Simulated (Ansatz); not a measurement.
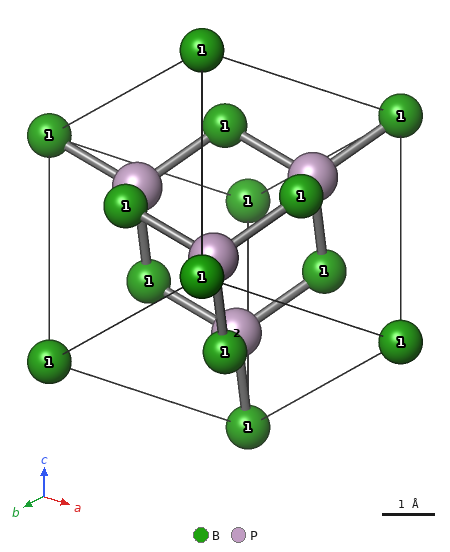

The starting point is a symmetric starting cell of BP (made from another compound by putting B in place of Ga). A ball-and-stick model of the conventional cell (4 times the calculation's cell), seen from a free direction. Lengths and directions refer to the drawn axes.

All numbers below come from DFT PBE, scalar-relativistic, plane waves, PAW in Ansatz 0.2.0. (plane-wave cutoff 420 eV; k-point mesh 10 × 10 × 10; occupations gaussian; smearing width 0.02 eV; no spin polarisation)

Now this is done to it. All lengths are scaled by −1.1 % (volume −3.1 %), the atoms keeping their fractional coordinates. No relaxation follows. The starting cell wasn't computed here and needn't be at equilibrium, so pressure and forces aren't due to the change alone.

The input:
```yaml
crystal:
  lattice:
    - [0.0, 2.4278790267, 2.4278790267]
    - [2.4278790267, 0.0, 2.4278790267]
    - [2.4278790267, 2.4278790267, 0.0]
  atoms:
    - { symbol: B, position: [0.0, 0.0, 0.0] }
    - { symbol: P, position: [0.75, 0.75, 0.75] }
basis:
  ecutwfc: 420
kpoints:
  mp_grid: { grid: [10, 10, 10] }
hamiltonian:
  xc: pbe
scf:
  occupations: { method: gaussian, width: 0.02 }
output:
  forces: true
  stress: true
  eigenvalues: true
```

Run as
```bash
ansatz run input.yaml --threads 1 --pin off --max-ram 1331MiB --backend cpu --events-out ev --progress --plain --runs-dir out
```

Question: What is the effect?

Answer: The pressure is −21.6 GPa (not all of it need come from the change, since the unchanged cell can be under pressure at this level too). All forces vanish by symmetry. Among the bonded contacts that change: B–P 2.125 → 2.103 Å. The space group stays F-43m (No. 216).
